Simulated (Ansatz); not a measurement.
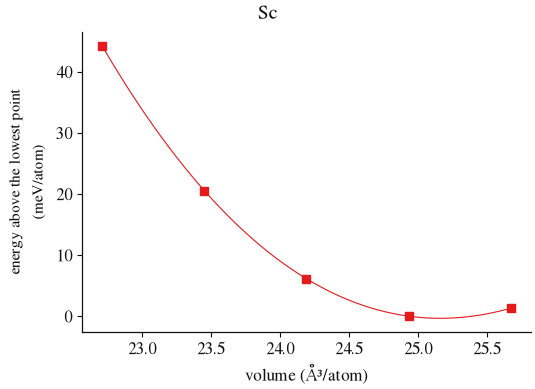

Plotted: energy above the lowest point against volume for Sc, space group Fm-3m (No. 225) (one of a set of cubic test structures, which need not be the stable phase).

How it was computed, with Ansatz 0.2.0 development build: equation of state of a cubic crystal from periodic Kohn-Sham density functional theory without spin, third-order Birch-Murnaghan fit to the free energies; pressure corrected for the finite basis. Level: r2SCAN.

structure type fcc; atoms in cell 1; space group number 225; lattice centring face-centred primitive; k mesh 13×13×13; occupation method Fermi–Dirac; occupation width 0.1 eV; wave cutoff 700 eV; datasets hard PAW; density tolerance 1e−09 eV; bands 10; density cutoff ratio 4; search for lower states default; xc grid level 2.

From this curve and the settings, what does the calculation give for the pressure at the same points?

The pressure falls from 6.205 GPa at volume 22.71 Å³/atom to −1.031 GPa at 25.67 Å³/atom, and changes sign near 25.17 Å³/atom.

```csv
volume (Å³/atom),pressure (GPa)
22.71,6.205
23.45,4.087
24.19,2.191
24.93,0.490
25.67,-1.031
```

Keep in mind: cubic model structure, not the ambient form; pseudopotentials made with PBE, not this functional.
